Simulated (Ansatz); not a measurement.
Band-structure calculation of FeCo

FeCo (Pm-3m, 2 atoms in the cell), computed with DFT PBEsol, scalar-relativistic, plane waves, PAW, spin-polarised (Ansatz 0.2.0).

The structure was made by a generator, so it may or may not be a known phase. Figures and captions count atoms from 1; the log counts them from 0 in places.

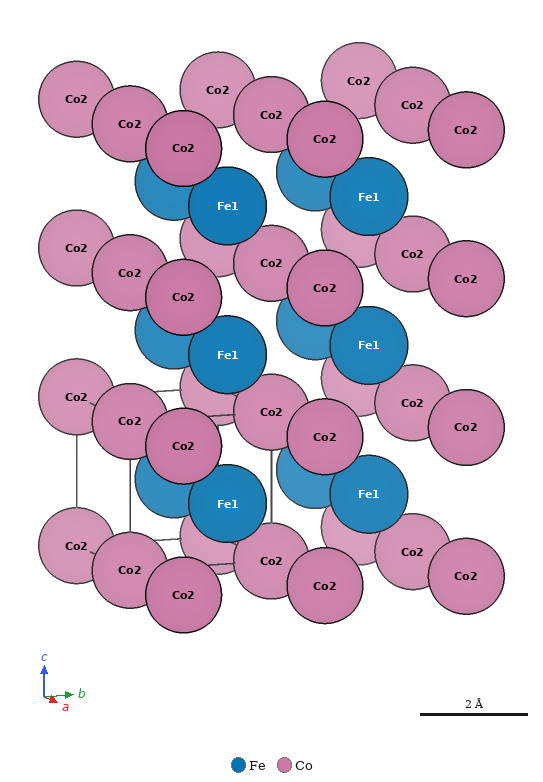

Fig. 1: The input geometry (spheres-only view of the cell of the calculation, repeated 2 × 2 × 3, seen slightly off an axis; atoms are numbered from 1 in the order of the input).

The input
```yaml
crystal:
  lattice:
    - [2.8448463959, 0.0, 0.0]
    - [0.0, 2.8448463959, 0.0]
    - [0.0, 0.0, 2.8448463959]
  atoms:
    - { symbol: Fe, position: [0.5, 0.5, 0.5], spin: -3.09 }
    - { symbol: Co, position: [0.0, 0.0, 0.0], spin: -2.01 }
basis:
  ecutwfc: 420
kpoints:
  mp_grid: { grid: [20, 20, 20] }
  band_path:
    path:
      - [[0.0, 0.0, 0.0], [0.0, 0.5, 0.0], [0.5, 0.5, 0.0], [0.0, 0.0, 0.0], [0.5, 0.5, 0.5], [0.0, 0.5, 0.0]]
      - [[0.5, 0.5, 0.5], [0.5, 0.5, 0.0]]
    npoints: 14
hamiltonian:
  xc: pbesol
scf:
  occupations: { method: gaussian, width: 0.1 }
  n_extra_bands: 6
output:
  forces: true
  stress: true
  eigenvalues: true
  populations: true
  dos: { projected: true, de: 0.02, nscf_kmesh: { grid: [24, 24, 24] } }
  bader: true
  write_density: true
  write_potential: true
  elf: true
  volumetric_format: npy
magnetization:
  spin_polarized: true
```

Launched with:
```bash
ansatz run input.yaml --threads 1 --pin off --max-ram 2560MiB --backend cpu --events-out ev --progress --plain --runs-dir out
```

What the program printed
```
Warning: the band count 23 (scf.n_extra_bands) hosts the net moment |M| = 5.1000 μB (N_el = 33) but caps the reachable moment at 2·n_bands − N_el = 13.0000 μB, below the 24 bands that the automatic rule leaves for it — a moment growing past the seed, or the majority channel's smearing tail, pins there with fewer empty majority states than that count leaves; raise or omit scf.n_extra_bands unless the cap is intended
scf.n_extra_bands = 6 over 17 filled bands (N_el = 33.0): the run solves 23 bands
Engine: ansatz 0.2.0, x86_64-unknown-linux-gnu
Pseudopotentials: kind: paw
Pseudopotential: Fe, paw, valence charge 16, recommended cutoff 420 eV (normal), Fe.paw.azcp
Pseudopotential: Co, paw, valence charge 17, recommended cutoff 420 eV (normal), Co.paw.azcp
Functional definition: PBEsol
  exchange = pbesol_x
  correlation = pbesol_c
Crystal: 2 atoms, lattice volume = 23.024 Å³
Basis set: ecut = 420 eV, 461 PW (Γ), exchange–correlation on 40×40×40 points (8 copies of the dense FFT grid, shifted against one another)
Bands: 23, of which v1, the nominal top of the filled ones, is band 17 counted from 1 (16 counted from 0)
Symmetry: 48 space group operations
Space group: Pm-3m (ITA 221), of the structure as read, at distance tolerance 2.8e-5 Å
Magnetic group: BNS 221.92 (UNI 1594), of the structure as read, at distance tolerance 2.8e-5 Å
k-points: 286 of 8000
Non-local potential: Fe, projectors of the file, l = 0: 3, l = 1: 2, l = 2: 3, l = 3: 1
Non-local potential: Co, projectors of the file, l = 0: 3, l = 1: 2, l = 2: 3, l = 3: 1
PAW form: soft (Blöchl's): semilocal exchange-correlation on the pseudo side does not see the compensation charge
PAW frozen core: Fe, regenerated for the run's functional, and the local potential with it (the file was generated under x = pbe(κ = 0.804, μ = 0.2195149727645171), c = pbe(β = 0.06672455060314922))
PAW frozen core: Co, regenerated for the run's functional, and the local potential with it (the file was generated under x = pbe(κ = 0.804, μ = 0.2195149727645171), c = pbe(β = 0.06672455060314922))
PAW one-centre angular grid: Fe, 590 points (default); XC on 64 Gauss nodes
PAW one-centre angular grid: Co, 590 points (default); XC on 64 Gauss nodes
Initial density: superposition of atomic densities (chi_scale 0.1, normalization cell)
Starting moments: Σ|m| = 5.1 μB on 2 of 2 sites
Initial wavefunctions: pseudopotential atomic-orbital guess
Functional: x = pbesol(κ = 0.804, μ = 0.12345679012345678), c = pbesol(β = 0.046)
SCF iter   1: F=—  HF=-9541.752183 eV  |F-HF|=—  |Δ(HF+E_count)|=         —  Δρ=9.37e-2 (↑9.37e-2 ↓4.94e-2)  dr2=2.57e0  dr2_m=2.16e-1  M=-4.718 μB ∫|m|=4.791 μB  β_m=0.30  ethr=3.10e-3  ⟨swp⟩=4.4  Hψ=47087  notcnv=0
Mixer restart at iter 1: flushing history
preconditioner: auto → none  [metal: Δε(μ)=0.008 eV  Ē_g=8.657 eV  σ=0.100 eV  W_gap=0.05  n_scr=6 (ndim 8)  ℏωp=31.9 eV  f_vac=0.000  D(μ)=1.12/eV (n_scr^D=6)  sad-step TF]
SCF iter   2: F=—  HF=-9540.916748 eV  |F-HF|=—  |Δ(HF+E_count)|=   8.35e-1  Δρ=4.49e-2 (↑4.49e-2 ↓1.36e-2)  dr2=3.01e-1  dr2_m=1.35e-1  M=-4.744 μB ∫|m|=4.849 μB  β_m=0.38  ethr=3.10e-3  ⟨swp⟩=2.6  Hψ=25069  notcnv=0  defer=623
SCF iter   3: F=—  HF=-9541.369184 eV  |F-HF|=—  |Δ(HF+E_count)|=   4.52e-1  Δρ=1.73e-2 (↑1.71e-2 ↓1.73e-2)  dr2=4.87e-2  dr2_m=4.26e-2  M=-4.683 μB ∫|m|=4.835 μB  β_m=0.47  ethr=9.13e-4  ⟨swp⟩=2.1  Hψ=19273  notcnv=0  defer=623
SCF iter   4: F=—  HF=-9541.641261 eV  |F-HF|=—  |Δ(HF+E_count)|=   2.72e-1  Δρ=2.32e-2 (↑2.32e-2 ↓1.56e-2)  dr2=2.12e-1  dr2_m=1.39e-2  M=-4.632 μB ∫|m|=4.803 μB  β_m=0.40  ethr=1.47e-4  ⟨swp⟩=2.2  Hψ=25372  notcnv=0  defer=617
SCF iter   5: F=—  HF=-9541.785446 eV  |F-HF|=—  |Δ(HF+E_count)|=   1.44e-1  Δρ=7.38e-3 (↑7.38e-3 ↓6.16e-3)  dr2=1.85e-2  dr2_m=3.53e-3  M=-4.591 μB ∫|m|=4.786 μB  β_m=0.70  ethr=1.47e-4  ⟨swp⟩=2.0  Hψ=22529  notcnv=0  defer=606
SCF iter   6: F=—  HF=-9541.870348 eV  |F-HF|=—  |Δ(HF+E_count)|=   8.49e-2  Δρ=1.77e-3 (↑7.94e-4 ↓1.77e-3)  dr2=4.49e-4  dr2_m=1.17e-4  M=-4.532 μB ∫|m|=4.756 μB  β_m=0.74  ethr=5.62e-5  ⟨swp⟩=2.0  Hψ=28108  notcnv=0  defer=608
SCF iter   7: F=—  HF=-9541.870348 eV  |F-HF|=—  |Δ(HF+E_count)|=   1.95e-8  Δρ=6.02e-4 (↑4.31e-4 ↓6.02e-4)  dr2=3.16e-5  dr2_m=4.29e-5  M=-4.531 μB ∫|m|=4.757 μB  β_m=0.87  ethr=1.36e-6  ⟨swp⟩=2.0  Hψ=23934  notcnv=0  defer=605
SCF iter   8: F=—  HF=-9541.870532 eV  |F-HF|=—  |Δ(HF+E_count)|=   1.85e-4  Δρ=2.48e-4 (↑2.48e-4 ↓1.50e-4)  dr2=2.07e-5  dr2_m=7.97e-7  M=-4.528 μB ∫|m|=4.756 μB  β_m=0.82  ethr=9.57e-8  ⟨swp⟩=2.0  Hψ=17926  notcnv=0  defer=605
SCF iter   9: F=—  HF=-9541.870531 eV  |F-HF|=—  |Δ(HF+E_count)|=   1.43e-6  Δρ=2.17e-5 (↑7.49e-6 ↓2.17e-5)  dr2=1.11e-7  dr2_m=1.65e-8  M=-4.527 μB ∫|m|=4.755 μB  β_m=0.82  ethr=6.28e-8  ⟨swp⟩=2.0  Hψ=16367  notcnv=0  defer=605
SCF iter  10: F=—  HF=-9541.870531 eV  |F-HF|=—  |Δ(HF+E_count)|=   4.20e-8  Δρ=4.68e-6 (↑3.87e-6 ↓4.68e-6)  dr2=8.58e-9  dr2_m=1.32e-9  M=-4.527 μB ∫|m|=4.755 μB  β_m=0.91  ethr=3.38e-10  ⟨swp⟩=2.1  Hψ=22253  notcnv=0  defer=605
SCF iter  11: F=-9541.870531 eV  HF=-9541.870531 eV  |F-HF|=3.79e-9  |Δ(HF+E_count)|=   8.44e-9  Δρ=3.65e-6 (↑3.65e-6 ↓2.06e-6)  dr2=4.87e-9  dr2_m=4.39e-10  M=-4.527 μB ∫|m|=4.755 μB  ethr=2.60e-11  ⟨swp⟩=7.4  Hψ=74140  notcnv=0
SCF 1 converged in 11 iterations: F = -9541.870531 eV  dr2 = 4.87e-9
  greatest PAW one-centre occupation: 1.002 electrons in one spin orbital (limit 2), on the Fe atom at site 0 (counted from 0), in its partial waves of l = 1
```

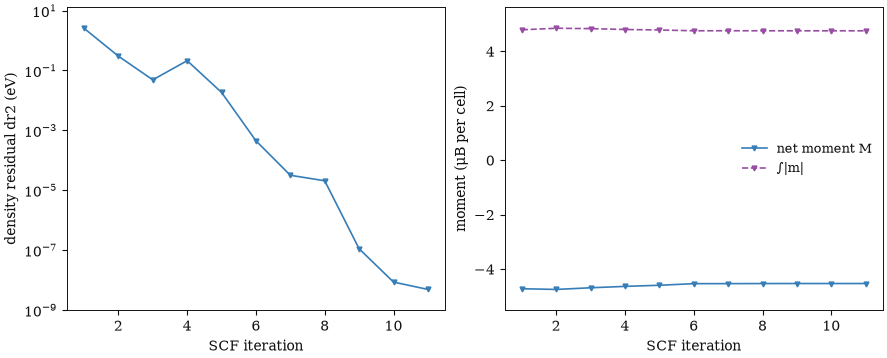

Fig. 2: Convergence of the self-consistent field: density residual dr2 and magnetic moment against the SCF iteration. The residual comes down, with one marked jump up, by a factor of about 4, at step 4. The net moment goes from −4.7 to −4.5 μB per cell.

```
NSCF: frozen V_eff on 86 k-points
NSCF: frozen V_eff on 455 k-points
SCF converged after 11 iterations
Magnetization: -4.5273 μB (14.2363 up, 18.7637 down)
Absolute magnetization: 4.7559 μB (∫|ρ↑−ρ↓|, with the PAW one-centre terms)
Spin contamination: 0.0737 ħ² per cell (⟨S²⟩ above its minimum at these occupations)
Per-site moments (μB) at R_I (Å): [(-2.7904910693907468, 1.016280065094526), (-1.8215494842936457, 1.016280065094526)]
Free energy (F): -9541.870531 eV
Harris-Foulkes:  -9541.870531 eV  (|F-HF|=3.79e-9)
Internal energy: -9541.863273 eV  (E = F + TS)
E sigma→0 (E₀):  -9541.866902 eV
Entropy (-TS):   -0.007258 eV (-3.629 meV/atom)
Fermi energy:    18.188395 eV
--- Per-component energies (eV) ---
  E_band       = -483.334594
  E_kinetic    = 800.768893
  E_local      = -4999.692568  (includes V_loc(G=0)·N_el)
  E_nonlocal   = 677.460536
  E_hartree    = 2088.870095
  E_xc         = -273.849775
  E_vxc        = -354.574163  (∫ρ·V_xc dr)
  E_paw        = -2818.214995  (= ΣΔE_a)
  E_vpaw       = -785.043871  (= ΣTr[D̂ρ^β])
  E_aug_tail   = 0.000699  (compensation charges beyond the density's cutoff)
  E_ewald      = -5017.573780
  E_core_change = 0.367621  (= ΣΔE_core)
  E_smearing   = -0.007258  (= −TS)
  E_closure    = 0.000000  (closes the sum)
  Σ components = -9541.870531   (vs F -9541.870531, Δ=0.00e0)
--- Forces (eV/Å), atoms counted from 1 ---
  atom   1  Fe     0.00000000    -0.00000000    -0.00000000
  atom   2  Co    -0.00000000     0.00000000     0.00000000
  max |Σ_I F_I| component: 1.09e-28 eV/Å
--- Stress (GPa, compression-positive) ---
       -9.235236       0.000000       0.000000
        0.000000      -9.235236       0.000000
        0.000000       0.000000      -9.235236
  P = ⅓ Tr σ = -9.2352 GPa (-92.352 kbar)
--- Band table (eV; the first three rows and the last of 572) ---
  k-point 0 ↑: bands = ["-75.7574", "-67.2405", "-39.1855", "-39.1855", "-39.1855", "-33.4435", "-33.4435", "-33.4435", "9.2024", "14.5934", "14.5934", "17.0237", "17.0237", "17.0237", "18.9417", "18.9417", "19.7427", "19.7427", "19.7427", "27.3988", "27.3988", "27.3988", "33.8615"]
  k-point 1 ↑: bands = ["-75.7573", "-67.2404", "-39.1865", "-39.1853", "-39.1853", "-33.4453", "-33.4434", "-33.4434", "9.2539", "14.6101", "14.6180", "17.0207", "17.0207", "17.0373", "18.9147", "18.9521", "19.6882", "19.6882", "19.7277", "27.0698", "27.5085", "27.5085", "33.8721"]
  k-point 2 ↑: bands = ["-75.7570", "-67.2400", "-39.1894", "-39.1849", "-39.1849", "-33.4507", "-33.4433", "-33.4433", "9.4075", "14.6565", "14.6911", "17.0125", "17.0125", "17.0775", "18.8341", "18.9821", "19.5354", "19.5354", "19.6832", "26.2454", "27.8268", "27.8268", "33.9042"]
  k-point 285 ↓: bands = ["-77.9608", "-70.4656", "-41.3742", "-41.3742", "-41.3742", "-36.6652", "-36.6652", "-36.6652", "14.0686", "14.0686", "14.0686", "14.3516", "14.3516", "14.3516", "16.3121", "16.3121", "16.5148", "16.5148", "25.6997", "25.6997", "25.6997", "25.7696", "25.7696"]
--- Löwdin populations: 2 sites ---
  site symbol       q [e]    m [muB]
     0     Fe     15.7409    -2.8554
     1     Co     16.7715    -1.8147
  spilling = 0.014778 (of n_electrons = 33.000000)
--- Bader charges: 2 sites ---
  site symbol  charge [e]  shift [e]    m [muB]
     0     Fe      0.1979     0.0007    -2.7841
     1     Co     -0.1979     0.0007    -1.7432
  estimated error of the sums over rays = 5.1e-4 e
```

File populations.tsv
```
# site	symbol	l	j	q_up	q_dn
# orbitals = lowdin
# n_electrons = 33.000000
# spilling = 0.014778
0	Fe	0_3S	-	0.994219	0.993787
0	Fe	0_4S	-	0.490034	0.480040
0	Fe	1_3P	-	2.998480	2.998774
0	Fe	2_3D	-	1.959985	4.825557
1	Co	0_3S	-	0.993844	0.993841
1	Co	0_4S	-	0.493573	0.476610
1	Co	1_3P	-	2.998174	2.998902
1	Co	2_3D	-	2.992771	4.823736
```

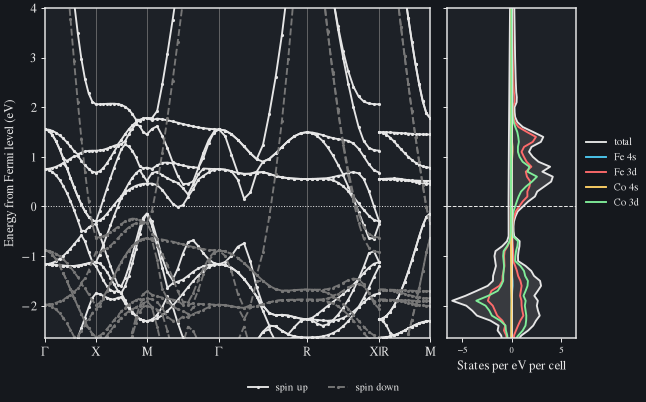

Fig. 3: Band structure along Γ–X–M–Γ–R–X|R–M and density of states (projected on Löwdin-orthogonalised atomic shells), with energies from the Fermi level. Bands cross the Fermi level: a metal at this level of theory.

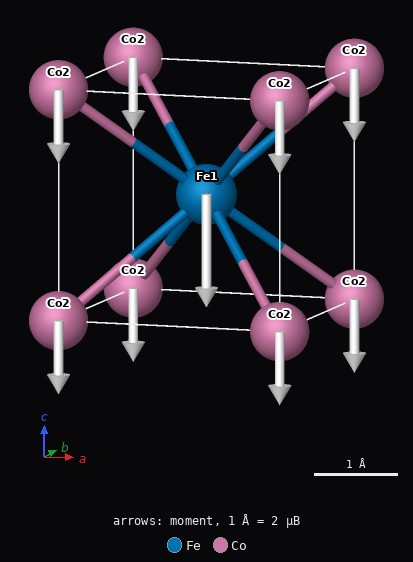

Fig. 4: Magnetic moments of the sites as white arrows (ball-and-stick view of the cell of the calculation, seen slightly off an axis; atoms are numbered from 1 in the order of the input); small moments hardly show. The run is collinear, so the axis drawn is arbitrary. Site moments: Fe1 (−2.79 μB); Co2 (−1.82 μB). They are counted near the atoms and needn't add up to the moment of the cell.

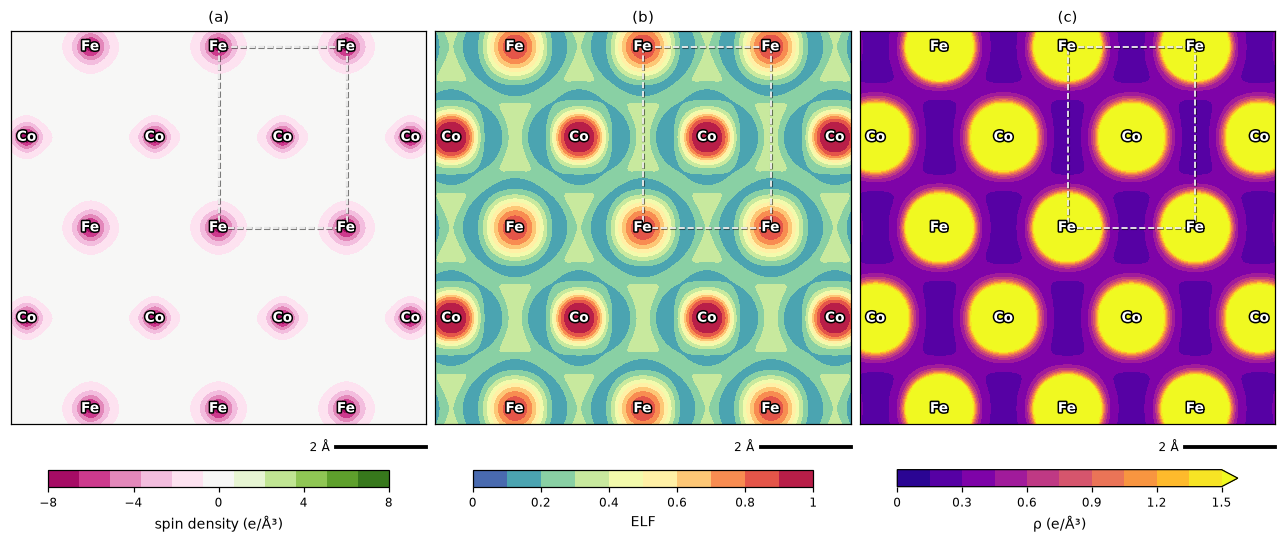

Fig. 5: (a) spin density; (b) electron localisation function; (c) valence electron density on the (101̄) plane of the conventional cell. Fe–Co (2.46 Å): ρ at the midpoint is about 0.35 e/Å³; the ELF is about 0.25 at the midpoint; no localised pair between them. Away from the nuclei the density in this plane falls to 0.24 e/Å³ at its lowest. The strong features right at Fe and Co lie inside the PAW spheres (semicore, d or f shells) and say nothing about bonding. The cell of the calculation (2 atoms) carries 4.5 μB net. The fields are those of the smooth PAW valence density.

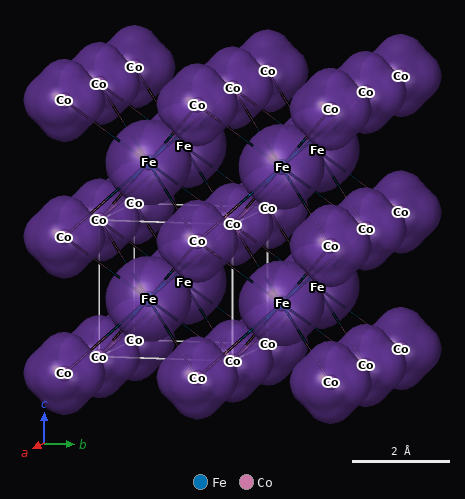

Fig. 6: Isosurfaces of the spin density (up minus down) at +0.15 (orange) and −0.15 e/Å³ (purple), seen slightly off an axis. Sticks mark near contacts. The outline is the cell set on symmetry axes. The cell of the calculation (2 atoms) carries 4.5 μB net. Only one sign reaches the isovalue.

Results in brief

- outcome: converged
- space group (tolerance 0.01 Å): Pm-3m (221)
- electrons treated: 33
- free energy: −9541.8705 eV
- Fermi energy: 18.188 eV
- gap on the k-point mesh: none (metallic)
- net moment of the cell: −4.53 μB
- integrated absolute moment: 4.76 μB
- pressure: −9.24 GPa
- largest force (length of the vector): under 0.001 eV/Å
- hardware: 1 thread of Intel Xeon (Granite Rapids), 32 GiB of memory available, shared host
- wall time: 38 s
- peak memory: 0.58 GiB

Remarks

The cell is under a tension of 9.2 GPa at this level, so it is not at its equilibrium volume.
